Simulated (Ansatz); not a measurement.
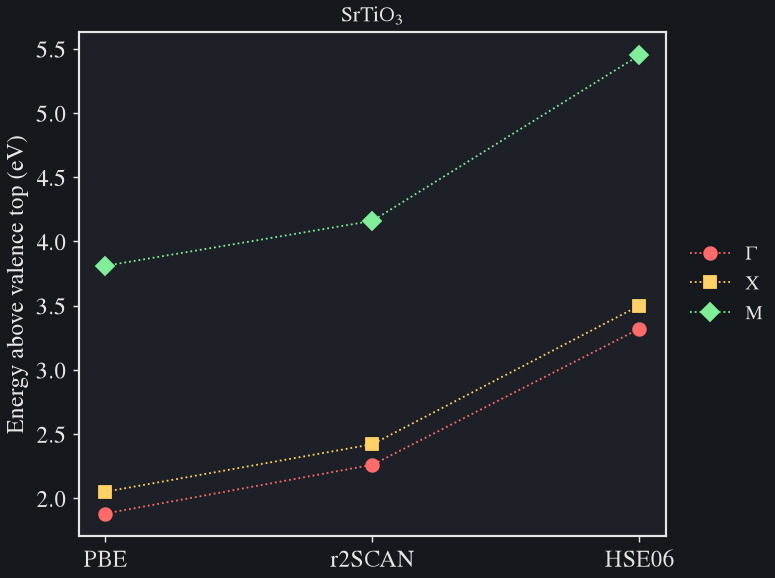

Lowest conduction level at each named k point, counted from the valence-band top at R, by several methods on one cell of cubic perovskite-type SrTiO$_{3}$, space group Pm-3m, 5 atoms in the cell, relaxed with r2SCAN; cubic a = 3.907 Å. All runs are without spin-orbit coupling and carry no moments. The cell is at 4 GPa in PBE.

| method | program | Γ (eV) | X (eV) | M (eV) |
| --- | --- | --- | --- | --- |
| PBE | Ansatz | 1.88 | 2.05 | 3.81 |
| r2SCAN | Ansatz | 2.26 | 2.42 | 4.16 |
| HSE06 | Ansatz | 3.32 | 3.50 | 5.45 |

Q: Estimate the PBE0 values. It was run as: PBE0, Ansatz PAW set, 4×4×4 k mesh, 420 eV cutoff, fixed occupations (Ansatz).

A: PBE0 keeps the long-range exact exchange that HSE06 screens off, so it lies above HSE06, here by 0.75 eV at Γ. PBE0 gives 4.07 eV at Γ, 4.25 eV at X and 6.23 eV at M, which is +2.19 eV from PBE at Γ.

Q: Does PBE0 shift these levels rigidly from PBE?

A: The shifts are +2.19 eV at Γ, +2.20 eV at X and +2.42 eV at M, and at points that aren't plotted +2.55 eV (R): over the named points that both runs hold, a spread of 0.36 eV on a mean of 2.34 eV, so one shift describes them only roughly.

Q: How do the methods rank at Γ?

A: From low to high: PBE 1.88, r2SCAN 2.26, HSE06 3.32, PBE0 4.07 eV.

Settings. PBE: Ansatz PAW set, 6×6×6 k mesh, 420 eV cutoff, Fermi-Dirac smearing of 0.02 eV (Ansatz). r2SCAN: Ansatz PAW set, 6×6×6 k mesh, 500 eV cutoff, fixed occupations (Ansatz). HSE06: Ansatz PAW set, 4×4×4 k mesh, 420 eV cutoff, fixed occupations (Ansatz 0.2.0).

The cell was built by a generator and needn't be a form met in nature. r2SCAN, HSE06 and PBE0: the PAW data sets were made with another functional. LDA, GGA and most meta-GGA functionals understate gaps. HSE06 and PBE0: the k mesh is thin for exact exchange.
